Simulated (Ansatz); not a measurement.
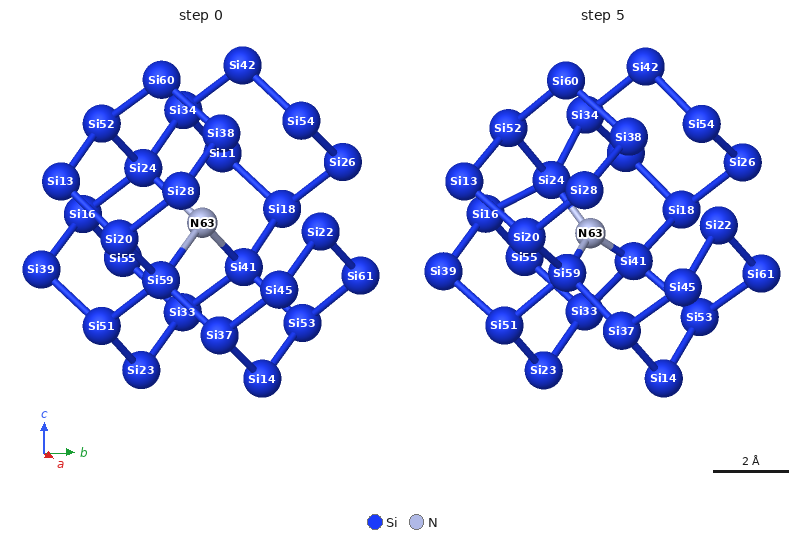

The structure of a defect cell of composition Si62N (cell charge −2) before (left) and after (right) a relaxation, at one scale.

The picture is a ball-and-stick view of the atoms within 5.0 Å of the atom that moves most (axes of the cell of the calculation (origin shifted)), seen slightly off an axis.

Level of theory: Ansatz, DFT, PBEsol, PAW, plane waves. (plane-wave cutoff 420 eV; k-point mesh 1 × 1 × 1; mesh shifted by (0.25, 0.25, 0.25); collinear spin; atoms relaxed in a fixed cell; force threshold 0.03 eV/Å; at most 80 steps)

What changed between the two?

The atom that moves furthest is N63 (0.53 Å along [−1 −1 −1]). Largest moves by element: N 0.53 Å, Si 0.43 Å. The cell stays as it was. Some distances before and after: Si59–N63 2.373 → 1.837 Å, Si41–N63 2.363 → 1.838 Å, Si24–N63 2.324 → 1.837 Å, Si18–Si41 2.319 → 2.410 Å. Among the angles between lasting bonds that change: Si18–Si41–Si53 111.4° → 98.5°, Si34–Si24–Si52 109.0° → 98.6°, Si16–Si24–Si34 109.6° → 103.4°. Over 5 geometry steps the energy falls by 3.591 eV per cell of the calculation. Largest force component: 2 eV/Å at the start, 0.021 eV/Å at the end. The run took 90 s on 7 threads of Arm Neoverse-V2, peak memory 2.8 GiB.

Limits of the set-up: the cell is charged, on a uniform background, and energies carry no finite-size correction.
